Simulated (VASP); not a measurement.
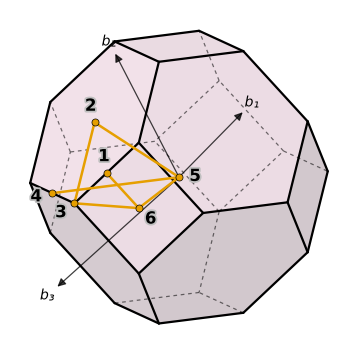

The first Brillouin zone of a face-centred cubic lattice (cF; extended symbol cF2) is drawn with its special points numbered. Crystal: CoO, the geometry relaxed with VASP, VASP Kohn-Sham DFT of a periodic cell, PBEsol, VASP PAW PBE potentials, recommended. Geometry calculated from the standardised cell; symmetry tolerance 0.002 Å.

a = 4.163 Å, b = 4.163 Å, c = 4.163 Å, α = 90.00°, β = 90.00°, γ = 90.00°.

Labels and path follow the convention of Hinuma et al. (2017), as computed by seekpath; the arrows show the directions of the reciprocal primitive vectors b₁, b₂, b₃, in which coordinates are given.

### Give the label and coordinates of each numbered point.

```
no.  label      coordinates
  1      U  (5/8, 1/4, 5/8)
  2      L  (1/2, 1/2, 1/2)
  3      W  (1/2, 1/4, 3/4)
  4      K  (3/8, 3/8, 3/4)
  5      Γ        (0, 0, 0)
  6      X    (1/2, 0, 1/2)
```
